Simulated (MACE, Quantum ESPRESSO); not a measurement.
# Pressure, energy and gap of 71SiO2-29BaO glass between −6 % and +6 % volume: plane-wave PBE and MACE MP-0b3

A barium silicate glass used as a seal or an insulating layer is squeezed or stretched by the parts it joins. Its design needs the pressure that a given volume change produces, the energy stored, and any shift of the electronic gap. We compare two levels on five volumes of one 65-atom glass cell: plane-wave PBE in Quantum ESPRESSO, and the machine-learned potential MACE MP-0b3, which costs far less. Volume changes and energies count from the unchanged cell at 3.44 g/cm³, the energies separately at each level. Positive pressure means that the cell pushes outward. Both levels use the same atomic positions, relaxed with a third set-up, CP2K with PBE and a double-zeta basis.

## Calculations

One cell of 65 atoms: 65 atoms (17 Si, 7 Ba, 41 O) placed at random at 3.34 g/cm³, melted at 4000 K for 10 ps at fixed volume with the Morse and Coulomb pair potential with partial charges (Pedone, Malavasi, Menziani, Cormack and Segre, J. Phys. Chem. B 110, 11780 (2006)). Quenched from 4000 K to 300 K at 100 K/ps and fixed volume, held 10 ps at zero pressure. Then the atoms were relaxed with MACE MP-0b3 medium in the fixed cell. Then the atoms were relaxed with CP2K double zeta, PBE. After each change the atoms were relaxed again in the fixed cell, first with MACE MP-0b3 medium and then with CP2K double zeta, PBE. All levels are single points on the same geometries, without spin polarisation; k-points Γ alone, a smearing of 0.05 eV. Levels: Quantum ESPRESSO 7.5, PBE, SSSP efficiency 1.3.0 pseudopotentials, plane waves (wave cutoff 816 eV); machine-learned interatomic potential MACE MP-0b3 medium, trained on PBE(+U) plane-wave data. In the run that the rows count from, the cell has a density of 3.44 g/cm³, a pressure of 0.9 GPa and a spacing of 3.97 eV between highest filled and lowest empty level, and its k-points sample 10 Å along the shortest periodic direction.

Notes on method and selection:

- The geometry at each volume comes from a relaxation with CP2K double zeta, PBE, so both tabled levels carry forces on it.
- The atoms move between rows by the relaxation with CP2K, PBE, so at neither tabled level is the pressure exactly the slope of the energy along the series.
- The k-points sample a periodic length of only 10 Å along the shortest direction; all electronic-structure levels share this error.
- The gap is read on the run's k-points alone; semilocal functionals tend to put gaps under measured ones.
- The open machine-learned potentials were trained mostly on computed crystals (Materials Project trajectories and like sets), at PBE and PBE+U unless another functional is named.
- One small sample stands for the material.
- Where atoms are relaxed at each volume, a cell can fall into another minimum, and loose force tolerances leave some of the strain unrelaxed.
- Levels beyond about forty rows are left out, to keep the table short.
- Runs that did not converge, have known faults or may not be shown are not listed, and runs on Ansatz's PAW sets soft_1 and soft_2 are kept to separate tables.

Columns:

- volume change (%): change of the cell's volume, all axes scaled alike.
- volume (Å³/atom): volume per atom.
- pressure (GPa): pressure, a third of the trace of the stress, positive under compression, without a kinetic term.
- energy (meV/atom): energy per atom less that of the unchanged cell at the same level.
- gap (eV): Kohn-Sham gap: lowest empty less highest filled level over the k-points of the run.

## Numbers

```
member  volume change (%)  volume (Å³/atom)  pressure (GPa), Quantum ESPRESSO, PBE  pressure (GPa), MACE MP-0b3 medium  energy (meV/atom), Quantum ESPRESSO, PBE  energy (meV/atom), MACE MP-0b3 medium  gap (eV), Quantum ESPRESSO, PBE
−6 %    −6                 14.6083           3.330                                  3.355                               16.388                                    14.211                                 4.019
−3 %    −3                 15.0745           2.137                                  2.162                               6.516                                     5.378                                  4.004
+0 %    0                  15.5407           0.899                                  0.919                               0.000                                     0.000                                  3.967
+3 %    3                  16.0069           −0.338                                 −0.339                              −2.605                                    −1.820                                 3.848
+6 %    6                  16.4732           −1.422                                 −1.463                              −1.764                                    −0.012                                 3.792
```

pressure (GPa) against volume change (%):

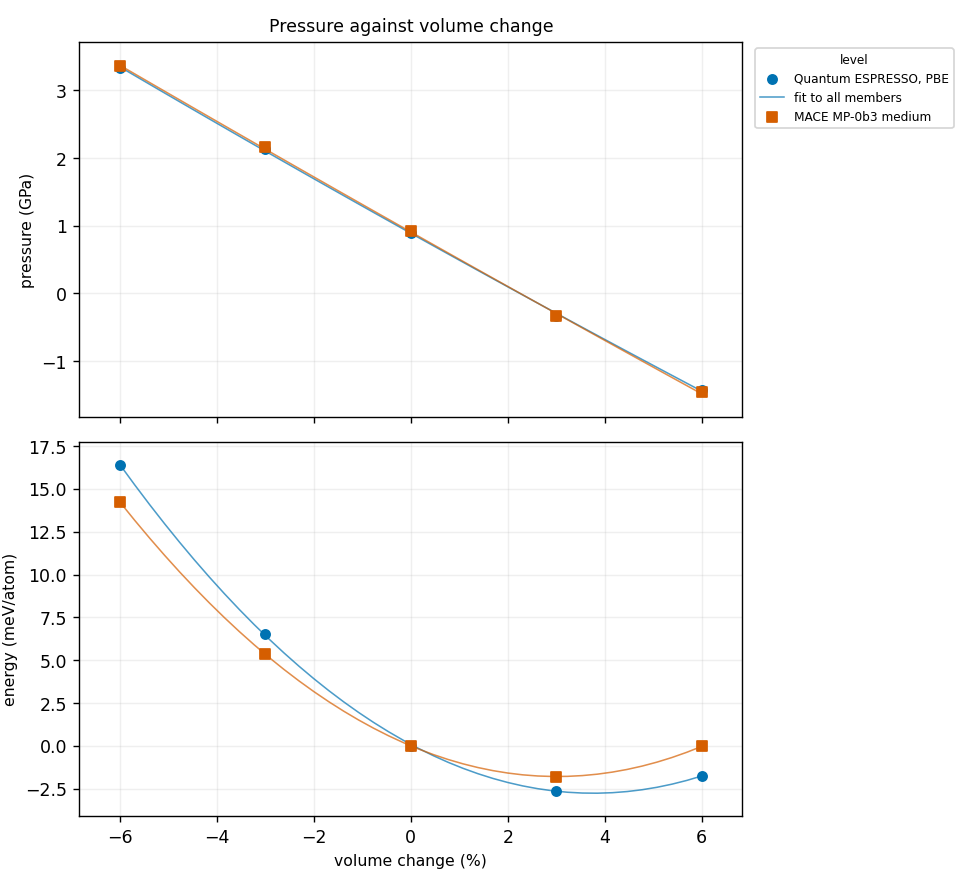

Least-squares fits to the whole series, with x = volume change (%); R² and errors in the fitted variable (y, or ln y where the fit is in ln y):

```
y                  level                  members  fit                                    R²    rms residual  leave-one-out rms  the same for the mean of the others
pressure (GPa)     Quantum ESPRESSO, PBE  5        y = 0.8899 − 0.3993 x + 0.001738 x²    1.00  0.029         0.12               2.1
pressure (GPa)     MACE MP-0b3 medium     5        y = 0.9092 − 0.4046 x + 9.762×10⁻⁴ x²  1.00  0.027         0.11               2.1
energy (meV/atom)  Quantum ESPRESSO, PBE  5        y = 0.08743 − 1.514 x + 0.2011 x²      1.00  0.056         0.14               8.9
energy (meV/atom)  MACE MP-0b3 medium     5        y = 0.0028286 − 1.1881 x + 0.19714 x²  1.00  0.025         0.10               7.3
```

## The trend and its physics

From −6 % to +6 % the pressure falls at every step, from 3.330 to −1.422 GPa in Quantum ESPRESSO, and MACE stays within 0.041 GPa of it. The energies agree less well: at −6 % they are 16.388 and 14.211 meV/atom. Of the five volumes, +3 % has the lowest energy at both levels.

The PBE gap narrows at every step, from 4.019 to 3.792 eV; MACE has no electronic levels. A possible cause is that expansion weakens both the ionic potential and the overlap between cations and oxygen, which hold the empty levels above the filled oxygen 2p levels. More than half of the change, 0.119 eV, comes between 0 and +3 %, so we give no linear rule for the gap.

For pressure and energy a model with three parameters is enough. Let $e$ be the fractional volume change, $V_0$ the volume per atom at $e=0$, and $E$ the energy per atom.

First, we assume a constant stiffness $B$:

$$P = P_0 - B\,e$$

Second, the energy changes by the work of the pressure and by the work of forces left on the atoms. The stress is strongly anisotropic, but all axes are scaled alike, so only its mean does work. With $\mathbf{u}$ the atomic displacements beyond uniform scaling, and the force term taken per atom,

$$dE = -P\,dV - \sum \mathbf{F}\cdot d\mathbf{u}$$

Third, we assume that the force term is proportional to the volume change, $\sum \mathbf{F}\cdot d\mathbf{u} = q\,dV$, so that $q$ acts as a constant extra pressure seen only by the energy. With $dV = V_0\,de$, integration from $e=0$ gives

$$E = -V_0\left[(P_0+q)\,e - \tfrac{1}{2}B\,e^2\right]$$

Since 1 GPa Å³ is 6.24 meV, $V_0$ = 15.5407 Å³ corresponds to 15.5407 × 6.24 = 97.0 meV/GPa.

## The model against the table

We fix the parameters on the −3 % and +3 % members and predict the other three.

**Quantum ESPRESSO, PBE**

- $P_0$ = (2.137 − 0.338) / 2 = 0.8995 GPa
- $B$ = (2.137 + 0.338) / 0.06 = 41.25 GPa
- $P_0+q$ = (6.516 + 2.605) / (97.0 × 0.06) = 1.567 GPa, so $q$ = 1.567 − 0.8995 = 0.67 GPa

At −6 % the pressure is 0.8995 + 41.25 × 0.06 = 3.37 GPa (table 3.330). The energy is 97.0 × (1.567 × 0.06 + 41.25 × 0.0018) = 16.32 meV/atom (table 16.388).

At 0 % the pressure is $P_0$, 0.90 GPa (table 0.899); the energy is zero by definition.

At +6 % the pressure is 0.8995 − 41.25 × 0.06 = −1.58 GPa (table −1.422). The energy is 97.0 × (−1.567 × 0.06 + 41.25 × 0.0018) = −1.92 meV/atom (table −1.764).

**MACE MP-0b3**

- $P_0$ = (2.162 − 0.339) / 2 = 0.9115 GPa
- $B$ = (2.162 + 0.339) / 0.06 = 41.68 GPa
- $P_0+q$ = (5.378 + 1.820) / (97.0 × 0.06) = 1.237 GPa, so $q$ = 1.237 − 0.9115 = 0.33 GPa

At −6 % the pressure is 0.9115 + 41.68 × 0.06 = 3.41 GPa (table 3.355), and the energy is 97.0 × (1.237 × 0.06 + 41.68 × 0.0018) = 14.48 meV/atom (table 14.211).

At 0 % the pressure is 0.91 GPa (table 0.919).

At +6 % the pressure is 0.9115 − 41.68 × 0.06 = −1.59 GPa (table −1.463), and the energy is 97.0 × (−1.237 × 0.06 + 41.68 × 0.0018) = 0.08 meV/atom (table −0.012).

The rms pressure miss over the three predicted members is about 0.09 GPa or less at each level, against 2.1 GPa for the mean of the other members. The energy misses stay below 0.3 meV/atom, against 8.9 and 7.3.

## Outliers

Largest departures from the fit to the whole series:

```
member  level                  pressure (GPa)  fit     computed − fit  in rms residuals
+3 %    MACE MP-0b3 medium     −0.339          −0.296  −0.043          1.6
+3 %    Quantum ESPRESSO, PBE  −0.338          −0.292  −0.046          1.6
−3 %    Quantum ESPRESSO, PBE  2.137           2.103   +0.034          1.2
−3 %    MACE MP-0b3 medium     2.162           2.132   +0.030          1.1
```

The largest miss in pressure is at +6 %, where the computed values lie above the model by roughly 0.15 GPa in Quantum ESPRESSO and roughly 0.13 GPa in MACE. Constant stiffness fails there: in Quantum ESPRESSO the last step gives 1.084 / 0.03 = 36.1 GPa, the step before it 1.237 / 0.03 = 41.2 GPa. Incomplete relaxation or a move to another minimum could contribute.

A model without $q$ would fail much more badly. For Quantum ESPRESSO at +6 % it gives 97.0 × (−0.8995 × 0.06 + 41.25 × 0.0018) = +1.97 meV/atom, against −1.764 in the table. The assumption at fault would be that the atoms rest at a minimum of the tabled level.

One possible source is Si–O bonds that the double-zeta basis makes slightly too long. The tabled levels would then pull them shorter, and expansion lets the network open by turning its tetrahedra instead of stretching those bonds, which gives $q$ the positive sign found. In Quantum ESPRESSO the finite plane-wave cutoff can add to $q$, because it makes the pressure from the stress too low.

## Rules of thumb and their limits

For this one small sample, a constant stiffness of about 41 GPa describes the pressure at the five volumes from −6 % to +6 % at both levels. MACE can stand in for plane-wave PBE for the mean pressure on given geometries of this cell. That does not carry over to energies or to relaxing the atoms, since its forces differ clearly from those of Quantum ESPRESSO.

Two errors of PBE outweigh the differences discussed here. It tends to make the volume of oxides a few per cent too large, which at this stiffness means roughly 1 GPa too much pressure at a given volume, while the two levels differ by at most 0.041 GPa. It also puts the gap too low, probably by 2 eV or more, while the whole series spans 0.227 eV.

[Logs are printed without paths, hosts, clocks, repeated set-up lines and the standing remarks that a program may print on its own settings, such as how far it seeks lower states.]
